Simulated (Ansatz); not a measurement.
# Single-point calculation, with input and output: TaN (part 2 of 3)

TaN (Fm-3m, 2 atoms in the cell); DFT r2SCAN, scalar-relativistic, plane waves, PAW, spin-polarised (Ansatz 0.2.0); cutoff 500 eV, 7×7×7 k-mesh, Gaussian smearing of 0.05 eV, collinear spins. The structure derives from an entry of the Crystallography Open Database. It belongs to a series of runs on one base structure; here: random orbitals: harmonics, high filling.

Geometry of the input (Å; fractional positions):
```
0.0000  2.1790  2.1790
2.1790  0.0000  2.1790
2.1790  2.1790  0.0000
Ta 0.5000  0.5000  0.5000
N  0.0000  0.0000  0.0000
```

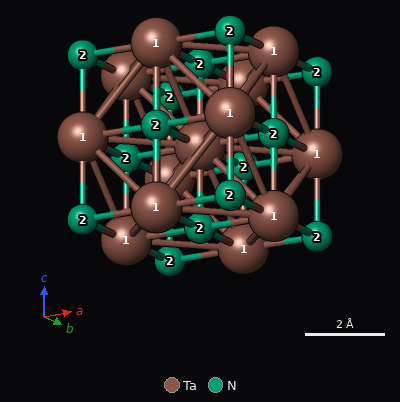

**Figure 1.** The structure (ball-and-stick view of the cell 4 times as large as that of the calculation, set on its symmetry axes, seen at an oblique angle; atoms are numbered from 1 in the order of the input).

Log, continued:
```
SCF iter   1: F=—  HF=-10313.594515 eV  |F-HF|=—  |Δ(HF+E_count)|=         —  Δρ=1.14e-1 (↑1.14e-1 ↓9.60e-2)  dr2=6.46e0  dr2_τ=2.89e-1  dr2_m=6.01e-1  M=1.984 μB ∫|m|=1.989 μB  β_m=0.30  ethr=3.10e-3  ⟨swp⟩=6.0  Hψ=9812  notcnv=0
preconditioner: auto → none  [metal: Δε(μ)=0.019 eV  Ē_g=17.362 eV  σ=0.050 eV  W_gap=0.21  n_scr=8 (ndim 8)  ℏωp=25.8 eV  f_vac=0.000  D(μ)=1.18/eV (n_scr^D=14)  sad-step TF]
SCF iter   2: F=—  HF=-10313.128560 eV  |F-HF|=—  |Δ(HF+E_count)|=   4.66e-1  Δρ=7.59e-2 (↑7.59e-2 ↓6.25e-2)  dr2=2.56e0  dr2_τ=2.99e-2  dr2_m=3.12e-1  M=1.959 μB ∫|m|=1.967 μB  β_m=0.30  ethr=3.10e-3  ⟨swp⟩=2.2  Hψ=4036  notcnv=0  defer=83  κ⁻¹=1.0e0(r=1)
SCF iter   3: F=—  HF=-10312.953321 eV  |F-HF|=—  |Δ(HF+E_count)|=   1.75e-1  Δρ=3.68e-2 (↑3.68e-2 ↓3.36e-2)  dr2=1.40e-1  dr2_τ=2.81e-2  dr2_m=1.59e-1  M=1.918 μB ∫|m|=1.950 μB  β_m=0.30  ethr=3.10e-3  ⟨swp⟩=3.4  Hψ=3753  notcnv=0  defer=83  κ⁻¹=4.6e-3(r=2)
SCF iter   4: F=—  HF=-10313.137097 eV  |F-HF|=—  |Δ(HF+E_count)|=   1.84e-1  Δρ=2.23e-2 (↑2.23e-2 ↓2.13e-2)  dr2=8.46e-3  dr2_τ=2.49e-3  dr2_m=8.72e-2  M=1.928 μB ∫|m|=1.958 μB  β_m=0.30  ethr=7.78e-4  ⟨swp⟩=3.1  Hψ=4221  notcnv=0  defer=88  κ⁻¹=2.2e-4(r=3)
SCF iter   5: F=—  HF=-10313.197818 eV  |F-HF|=—  |Δ(HF+E_count)|=   6.07e-2  Δρ=1.59e-2 (↑1.59e-2 ↓1.57e-2)  dr2=6.46e-4  dr2_τ=1.38e-3  dr2_m=4.70e-2  M=1.922 μB ∫|m|=1.957 μB  β_m=0.30  ethr=4.70e-5  ⟨swp⟩=2.1  Hψ=3436  notcnv=0  defer=89  κ⁻¹=7.0e-5(r=4)
SCF iter   6: F=—  HF=-10313.232073 eV  |F-HF|=—  |Δ(HF+E_count)|=   3.43e-2  Δρ=1.16e-2 (↑1.16e-2 ↓1.16e-2)  dr2=2.15e-4  dr2_τ=7.18e-4  dr2_m=2.54e-2  M=1.926 μB ∫|m|=1.964 μB  β_m=1.20  ethr=3.59e-6  ⟨swp⟩=2.6  Hψ=3554  notcnv=0  defer=89
Mixer restart at iter 6: flushing history
spin-set hold released at iteration 6 (site moments contracting): the magnetisation degrees of freedom join the quasi-Newton model from the next iteration; the mixer history was flushed
SCF iter   7: F=—  HF=-10313.272587 eV  |F-HF|=—  |Δ(HF+E_count)|=   4.05e-2  Δρ=1.03e-3 (↑9.04e-4 ↓1.03e-3)  dr2=2.01e-4  dr2_τ=8.78e-5  dr2_m=1.21e-4  M=1.937 μB ∫|m|=1.985 μB  β_m=1.20  ethr=1.20e-6  ⟨swp⟩=3.6  Hψ=5027  notcnv=0  defer=89  κ⁻¹=1.0e0(r=1)
SCF iter   8: F=—  HF=-10313.273260 eV  |F-HF|=—  |Δ(HF+E_count)|=   6.72e-4  Δρ=3.07e-4 (↑2.64e-4 ↓3.07e-4)  dr2=2.79e-5  dr2_τ=2.24e-6  dr2_m=1.38e-6  M=1.938 μB ∫|m|=1.987 μB  β_m=1.20  ethr=1.11e-6  ⟨swp⟩=2.0  Hψ=2979  notcnv=0  defer=89  κ⁻¹=8.4e-3(r=2)
SCF iter   9: F=—  HF=-10313.273464 eV  |F-HF|=—  |Δ(HF+E_count)|=   2.04e-4  Δρ=1.84e-4 (↑1.84e-4 ↓1.66e-4)  dr2=7.38e-6  dr2_τ=3.98e-7  dr2_m=2.69e-7  M=1.938 μB ∫|m|=1.987 μB  β_m=1.20  ethr=1.55e-7  ⟨swp⟩=2.0  Hψ=2885  notcnv=0  defer=88  κ⁻¹=3.5e-4(r=3)
SCF iter  10: F=—  HF=-10313.273594 eV  |F-HF|=—  |Δ(HF+E_count)|=   1.30e-4  Δρ=1.01e-4 (↑1.01e-4 ↓9.49e-5)  dr2=2.19e-6  dr2_τ=1.10e-7  dr2_m=4.00e-8  M=1.938 μB ∫|m|=1.987 μB  β_m=1.20  ethr=4.10e-8  ⟨swp⟩=2.1  Hψ=2882  notcnv=0  defer=88  κ⁻¹=3.8e-5(r=4)
SCF iter  11: F=—  HF=-10313.273657 eV  |F-HF|=—  |Δ(HF+E_count)|=   6.32e-5  Δρ=2.13e-5 (↑2.07e-5 ↓2.13e-5)  dr2=9.84e-8  dr2_τ=4.20e-9  dr2_m=4.44e-9  M=1.938 μB ∫|m|=1.988 μB  β_m=1.20  ethr=1.21e-8  ⟨swp⟩=2.9  Hψ=3163  notcnv=0  defer=88  κ⁻¹=4.3e-6(r=5)
SCF iter  12: F=—  HF=-10313.273659 eV  |F-HF|=—  |Δ(HF+E_count)|=   1.64e-6  Δρ=1.17e-5 (↑1.11e-5 ↓1.17e-5)  dr2=3.48e-8  dr2_τ=1.01e-9  dr2_m=1.62e-10  M=1.938 μB ∫|m|=1.988 μB  β_m=1.20  ethr=5.47e-10  ⟨swp⟩=2.3  Hψ=2915  notcnv=0  defer=88  κ⁻¹=4.4e-7(r=6)
SCF iter  13: F=—  HF=-10313.273659 eV  |F-HF|=—  |Δ(HF+E_count)|=   1.17e-7  Δρ=2.45e-6 (↑2.45e-6 ↓2.30e-6)  dr2=1.04e-9  dr2_τ=8.98e-11  dr2_m=2.17e-10  M=1.938 μB ∫|m|=1.988 μB  β_m=1.20  ethr=1.94e-10  ⟨swp⟩=2.6  Hψ=2997  notcnv=0  defer=88  κ⁻¹=4.2e-8(r=7)
Mixer restart at iter 13: flushing history
SCF iter  14: F=-10328.448557 eV  HF=-10331.141048 eV  |F-HF|=2.69e0  |Δ(HF+E_count)|=         —  Δρ=1.04e-1 (↑1.04e-1 ↓8.76e-2)  dr2=4.69e0  dr2_τ=1.73e-1  dr2_m=6.11e-1  M=0.556 μB ∫|m|=0.694 μB  β_m=0.42  ethr=5.80e-12  ⟨swp⟩=9.7  Hψ=13434  notcnv=0  defer=83
SCF iter  15: F=-10330.881353 eV  HF=-10330.466867 eV  |F-HF|=4.14e-1  |Δ(HF+E_count)|=   6.74e-1  Δρ=6.39e-2 (↑6.39e-2 ↓3.35e-2)  dr2=3.25e-1  dr2_τ=4.64e-2  dr2_m=3.23e-1  M=0.349 μB ∫|m|=0.494 μB  β_m=0.40  ethr=5.80e-12  ⟨swp⟩=8.9  Hψ=11059  notcnv=0  defer=127  κ⁻¹=1.0e0(r=1)
SCF iter  16: F=-10330.991558 eV  HF=-10330.769149 eV  |F-HF|=2.22e-1  |Δ(HF+E_count)|=   3.02e-1  Δρ=4.27e-2 (↑4.27e-2 ↓2.36e-2)  dr2=1.33e-1  dr2_τ=2.01e-3  dr2_m=1.50e-1  M=0.222 μB ∫|m|=0.352 μB  β_m=0.37  ethr=5.80e-12  ⟨swp⟩=7.1  Hψ=9620  notcnv=0  defer=118  κ⁻¹=2.9e-2(r=2)
SCF iter  17: F=-10331.051921 eV  HF=-10331.024889 eV  |F-HF|=2.70e-2  |Δ(HF+E_count)|=   2.56e-1  Δρ=1.17e-2 (↑1.17e-2 ↓7.18e-3)  dr2=1.05e-2  dr2_τ=5.34e-4  dr2_m=1.01e-2  M=0.152 μB ∫|m|=0.208 μB  β_m=1.20  ethr=5.80e-12  ⟨swp⟩=7.6  Hψ=9323  notcnv=0  defer=118  κ⁻¹=7.1e-3(r=3)
SCF iter  18: F=-10331.059581 eV  HF=-10331.056483 eV  |F-HF|=3.10e-3  |Δ(HF+E_count)|=   3.16e-2  Δρ=3.52e-3 (↑3.52e-3 ↓2.63e-3)  dr2=2.20e-3  dr2_τ=1.02e-4  dr2_m=4.30e-4  M=0.113 μB ∫|m|=0.116 μB  β_m=1.20  ethr=5.80e-12  ⟨swp⟩=7.5  Hψ=9254  notcnv=0  defer=119  κ⁻¹=8.8e-4(r=4)
SCF iter  19: F=-10331.060720 eV  HF=-10331.059251 eV  |F-HF|=1.47e-3  |Δ(HF+E_count)|=   2.77e-3  Δρ=1.51e-3 (↑1.49e-3 ↓1.51e-3)  dr2=6.39e-4  dr2_τ=1.95e-5  dr2_m=6.92e-5  M=0.081 μB ∫|m|=0.081 μB  β_m=1.20  ethr=5.80e-12  ⟨swp⟩=6.4  Hψ=6862  notcnv=0  defer=119  κ⁻¹=1.1e-4(r=5)
SCF iter  20: F=-10331.061304 eV  HF=-10331.060883 eV  |F-HF|=4.21e-4  |Δ(HF+E_count)|=   1.63e-3  Δρ=7.39e-4 (↑7.39e-4 ↓6.52e-4)  dr2=1.18e-4  dr2_τ=5.75e-6  dr2_m=3.36e-5  M=0.049 μB ∫|m|=0.049 μB  β_m=1.20  ethr=5.80e-12  ⟨swp⟩=6.4  Hψ=6529  notcnv=0  defer=119  κ⁻¹=1.7e-5(r=6)
SCF iter  21: F=-10331.061524 eV  HF=-10331.061424 eV  |F-HF|=1.00e-4  |Δ(HF+E_count)|=   5.41e-4  Δρ=4.52e-4 (↑4.52e-4 ↓3.26e-4)  dr2=3.22e-5  dr2_τ=1.99e-6  dr2_m=1.03e-5  M=0.026 μB ∫|m|=0.026 μB  β_m=1.19  ethr=5.80e-12  ⟨swp⟩=5.9  Hψ=6351  notcnv=0  defer=118  κ⁻¹=1.4e-6(r=7)
SCF iter  22: F=-10331.061597 eV  HF=-10331.061572 eV  |F-HF|=2.43e-5  |Δ(HF+E_count)|=   1.48e-4  Δρ=1.99e-4 (↑1.99e-4 ↓1.49e-4)  dr2=6.12e-6  dr2_τ=3.24e-7  dr2_m=1.59e-6  M=0.009 μB ∫|m|=0.009 μB  β_m=1.20  ethr=5.80e-12  ⟨swp⟩=5.1  Hψ=5782  notcnv=0  defer=114  κ⁻¹=6.1e-7(r=8)
SCF iter  23: F=-10331.061609 eV  HF=-10331.061605 eV  |F-HF|=4.28e-6  |Δ(HF+E_count)|=   3.21e-5  Δρ=4.92e-5 (↑4.27e-5 ↓4.92e-5)  dr2=7.38e-7  dr2_τ=8.23e-9  dr2_m=2.09e-8  M=0.001 μB ∫|m|=0.001 μB  β_m=1.20  ethr=5.80e-12  ⟨swp⟩=5.1  Hψ=5538  notcnv=0  defer=114  κ⁻¹=1.8e-6(r=8)
SCF iter  24: F=-10331.061609 eV  HF=-10331.061607 eV  |F-HF|=1.78e-6  |Δ(HF+E_count)|=   2.82e-6  Δρ=2.85e-5 (↑2.59e-5 ↓2.85e-5)  dr2=2.70e-7  dr2_τ=7.59e-9  dr2_m=2.07e-8  M=0.001 μB ∫|m|=0.001 μB  β_m=0.44  ethr=5.80e-12  ⟨swp⟩=3.8  Hψ=4217  notcnv=0  defer=114  κ⁻¹=1.3e-6(r=8)
iter 25 did not close the SCF: its close was put off for a magnetic moment that had not settled (scf_convergence_deferred on its scf_iter line)
SCF iter  25: F=-10331.061610 eV  HF=-10331.061609 eV  |F-HF|=2.50e-7  |Δ(HF+E_count)|=   1.89e-6  Δρ=1.22e-5 (↑8.66e-6 ↓1.22e-5)  dr2=3.55e-8  dr2_τ=1.10e-9  dr2_m=7.72e-9  M=0.000 μB ∫|m|=0.000 μB  β_m=0.71  ethr=5.80e-12  ⟨swp⟩=9.2  Hψ=11936  notcnv=0  κ⁻¹=2.9e-6(r=8)
iter 26 did not close the SCF: its close was put off for a magnetic moment that had not settled (scf_convergence_deferred on its scf_iter line)
SCF iter  26: F=-10331.061610 eV  HF=-10331.061610 eV  |F-HF|=2.16e-8  |Δ(HF+E_count)|=   2.61e-7  Δρ=5.44e-6 (↑4.37e-6 ↓5.44e-6)  dr2=5.69e-9  dr2_τ=2.09e-10  dr2_m=2.49e-9  M=-0.000 μB ∫|m|=0.000 μB  β_m=0.64  ethr=5.80e-12  ⟨swp⟩=4.9  Hψ=10031  notcnv=0  κ⁻¹=4.3e-6(r=8)
iter 27 did not close the SCF: its close was put off for a magnetic moment that had not settled (scf_convergence_deferred on its scf_iter line)
SCF iter  27: F=-10331.061610 eV  HF=-10331.061610 eV  |F-HF|=2.43e-9  |Δ(HF+E_count)|=   2.41e-8  Δρ=1.91e-6 (↑1.72e-6 ↓1.91e-6)  dr2=9.04e-10  dr2_τ=2.79e-11  dr2_m=2.59e-10  M=-0.000 μB ∫|m|=0.000 μB  β_m=1.20  ethr=5.80e-12  ⟨swp⟩=5.3  Hψ=9407  notcnv=0  κ⁻¹=2.5e-6(r=8)
iter 28 did not close the SCF: its close was put off for a magnetic moment that had not settled (scf_convergence_deferred on its scf_iter line)
SCF iter  28: F=-10331.061610 eV  HF=-10331.061610 eV  |F-HF|=1.38e-9  |Δ(HF+E_count)|=   1.92e-9  Δρ=6.96e-7 (↑6.96e-7 ↓6.74e-7)  dr2=8.26e-11  dr2_τ=6.77e-12  dr2_m=4.92e-11  M=-0.000 μB ∫|m|=0.000 μB  β_m=1.20  ethr=5.02e-12  ⟨swp⟩=5.0  Hψ=8961  notcnv=0  κ⁻¹=2.2e-6(r=8)
SCF iter  29: F=-10331.061610 eV  HF=-10331.061610 eV  |F-HF|=8.91e-10  |Δ(HF+E_count)|=  7.39e-10  Δρ=3.66e-7 (↑3.66e-7 ↓3.50e-7)  dr2=2.07e-11  dr2_τ=1.62e-12  dr2_m=1.24e-11  M=-0.000 μB ∫|m|=0.000 μB  ethr=1.00e-12  ⟨swp⟩=4.1  Hψ=7995  notcnv=0
WARN: the starting moments were not kept: the SCF closed with an absolute magnetisation of 2.7e-5 μB, where they sum to 2 μB in size (1 site). That is at most 0.1 of that sum. Measured as dr2_m measures the in/out step, that magnetisation stands 1.6e-10 eV from none, at or under the dr2_threshold of 1.0e-7 eV: it is no larger than a step whose dr2_m would equal this threshold. The system may hold no moment; this SCF shows only that its start led to no more than that. To try another start: raise the starting moments (crystal.atoms[].spin, magnetization.per_species, magnetization.initial_magnetization, or on a non-collinear deck that types none of these the spinor_matrix: blocks that start its atoms; where the total moment is fixed, keep their sum and leave initial_magnetization as it is; typed ones take the place of any that the run laid by itself, positive ones on a crystal's lanthanoids without a Hubbard term where scf.initial_density.shell_occupations: [] is typed) or, if the notice of its spin-set hold's release reads "site moments contracting" or "site moments show no strong build", lengthen the hold (scf.mixing.spin_hold: { on: { confirm: 4 } }; for m-r²SCAN on two components see the key's manual first). Each may lead to a state that holds a moment. A second SCF, from the converged charge density, with the starting moments and any scf.initial_density.shell_occupations laid on it anew, would have followed, and was not run: the deck does not ask for one (magnetization.retry_lost_moments is false, the default). To let it run, set magnetization.retry_lost_moments: true and run the deck again, where that key's refused combinations let it; where memory then withholds it, that run's warning says so.
WARN: hamiltonian.hubbard: on 1 of 2 specified blocks the occupation matrix of this SCF's result fails the test of the specified filling. At site 0 ↑ (sites count from 0 in the list of atoms of the cell that this SCF solves) the least filled combination of the orbitals specified full has occupation 0.305, and the fullest combination of the orbitals specified empty has occupation 0.427; the filling counts as kept where the first is at least 0.75 and exceeds the second by more than 0.25. The state of this SCF's result may not hold the specified filling, though these bounds can also misjudge a state that does. This warning does not say which state is lower in energy, or whether the specified filling is a self-consistent state at all; see hamiltonian.hubbard.sites[].starting_ns, Limitations, and scf.initial_density.shell_occupations in the input reference
SCF 1 converged in 29 iterations: F = -10331.061610 eV  dr2 = 2.07e-11
  greatest PAW one-centre occupation: 0.998 electrons in one spin orbital (limit 2), on the Ta atom at site 0 (counted from 0), in its partial waves of l = 0
this state was not tested for a lower state beside it, because the mixer in use, unlike msr1, does not test its closes by its own steps (another_mixer; see scf.mixing.algorithm and scf.lower_state_search)
SCF converged after 29 iterations
Magnetization: -0.0000 μB (9.0000 up, 9.0000 down)
Absolute magnetization: 0.0000 μB (∫|ρ↑−ρ↓|, with the PAW one-centre terms)
Spin contamination: 0.0000 ħ² per cell (⟨S²⟩ above its minimum at these occupations)
```
